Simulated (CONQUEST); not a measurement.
**BN: 7 runs along one coordinate**

System: BN (P6₃mc, 8 atoms in the cell).
Method: Kohn-Sham DFT of a periodic cell, PBE, PseudoDojo NC PBE, no spin polarisation (CONQUEST 1.3).

The 7 runs differ only in the geometry, by an even scaling of the cell at fixed fractional positions. The structure derives from a Materials Project entry.

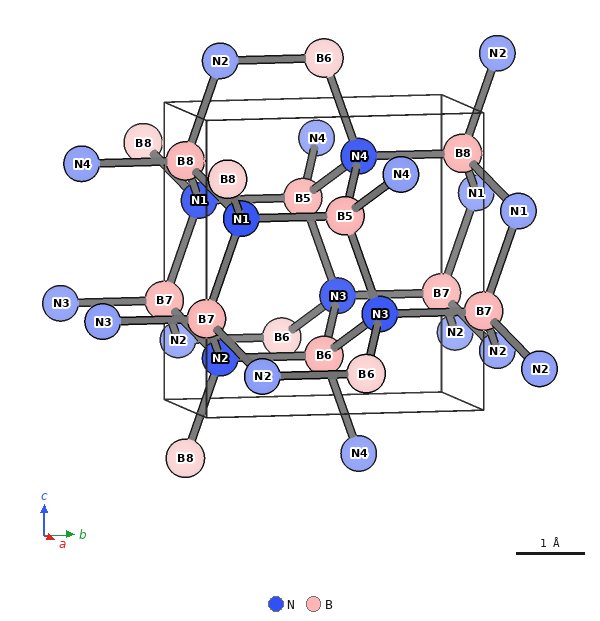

Figure 1. The structure of run 4 (ball-and-stick view of the cell of the calculation, seen at an oblique angle; neighbours outside the cell are drawn fainter; atoms are numbered from 1 in the order of the input).

**Input of run 4**
```
IO.Title BN
IO.Coordinates coords.dat
IO.FractionalAtomicCoords T
IO.Iprint 2
IO.Iprint_init 1
General.NumberOfSpecies 2
General.PseudopotentialType hamann
AtomMove.TypeOfRun static
AtomMove.FullStress T
Grid.PointsAlongX 32
Grid.PointsAlongY 48
Grid.PointsAlongZ 48
DM.SolutionMethod diagon
Diag.MPMesh T
Diag.GammaCentred T
Diag.MPMeshX 9
Diag.MPMeshY 5
Diag.MPMeshZ 5
Diag.kT 0.00183747
minE.SCTolerance 1e-6
SC.MaxIters 100
IO.AtomChargeOutput T
%block ChemicalSpeciesLabel
1 14.010 N
2 10.810 B
%endblock
```

Command:
```bash
Conquest
```

Lattice vectors (Å) and fractional positions of run 4:
```
   2.553940    0.000000    0.000000
   0.000000    4.226855    0.000000
   0.000000    0.000000    4.423553
N   0.000000  0.125276  0.666667
N   0.500000  0.125276  0.166667
N   0.000000  0.625276  0.333333
N   0.500000  0.625276  0.833333
B   0.000000  0.499724  0.666667
B   0.500000  0.499724  0.166667
B   0.000000  0.999724  0.333333
B   0.500000  0.999724  0.833333
```

Run 5 has the same physical settings and fractional positions; its lattice vectors (Å) are:
```
   2.570854    0.000000    0.000000
   0.000000    4.254848    0.000000
   0.000000    0.000000    4.452849
```

**Results, with one run withheld**

```csv
run,volume per atom (Å³),"free energy per atom, from the lowest run given (meV)",pressure (GPa),gap on the mesh (eV)
1,5.611,30.92,27.62,5.23
2,5.730,13.88,17.91,5.26
3,5.850,3.89,9.17,5.29
4,5.969,0.00,1.26,5.31
5,6.088,?,?,?
6,6.208,8.40,−12.07,5.36
7,6.327,19.72,−18.17,5.37
```

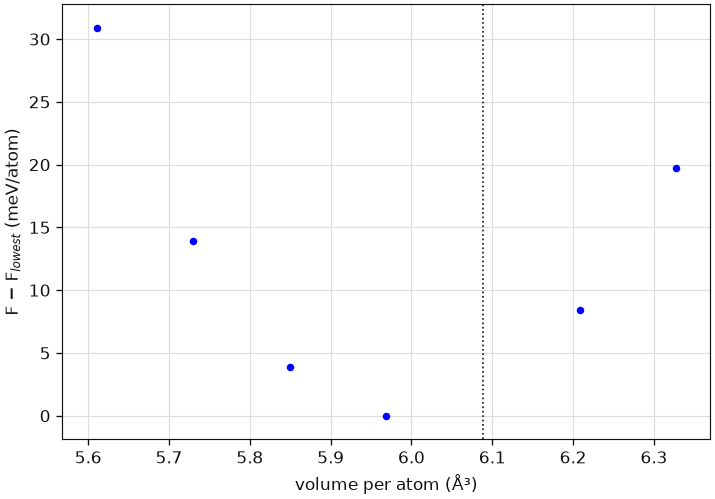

Figure 2. Free energy per atom of the runs given; the dotted line marks run 5.

Estimate the energy of run 5 from the others.

A cubic polynomial in V^(−2/3) (the Birch–Murnaghan form), fitted to the 6 runs given, misses them by at most 0.08 meV per atom. With x = V^(−2/3) − 0.30488 Å⁻², it reads F = 0.37735 + 574.41 x + 1.692e+05 x² + 68423 x³ (meV per atom). At run 5 it gives 1.67 meV per atom, and the run itself gives 1.79. The slope of the fit gives a pressure −dF/dV of −5.77 GPa there, and the run prints −5.81 GPa. The fit has its minimum at 5.990 Å³ per atom, where V d²F/dV² gives 369 GPa. Cell shape and fractional positions are held, so this is the stiffness under even scaling; the relaxed bulk modulus wasn't computed. The gap on the mesh goes, without turning, from 5.23 eV in run 1 to 5.37 eV in run 7; run 5 has 5.33 eV. These are gaps of this functional on this mesh, which can miss the band edges; they aren't the measured gap.

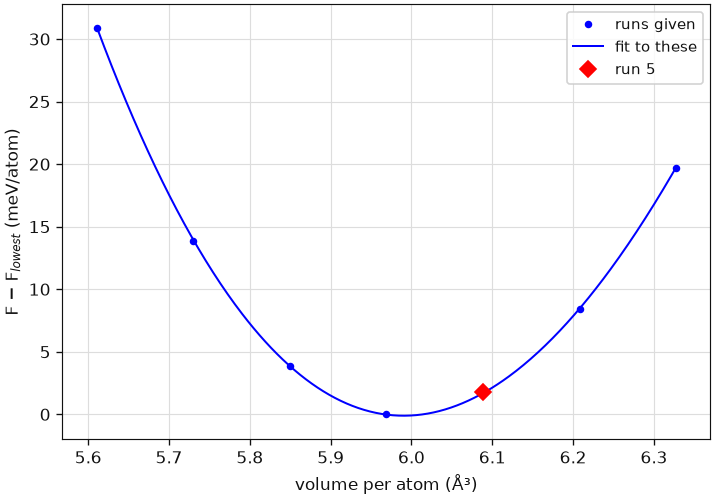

Figure 3. The fit and the withheld run.

**Some lines of the output (run 5)**
```
[...]
      Using Fermi-Dirac smearing
          DFT Total Energy                 :       -53.453066670363029 Ha
          DFT Total Energy                 :       -53.559533097441253 Ha
          DFT Total Energy                 :       -53.566856410506126 Ha
          DFT Total Energy                 :       -53.567065804968976 Ha
          DFT Total Energy                 :       -53.567066801172423 Ha
          DFT Total Energy                 :       -53.567067231961786 Ha
          DFT Total Energy                 :       -53.567067256104252 Ha
      |* DFT total energy        =       -53.567067256104252 Ha
    force: Average pressure:     -5.81036715 GPa
```

Notes: With a small basis of atomic orbitals these values can differ much from converged plane-wave results.
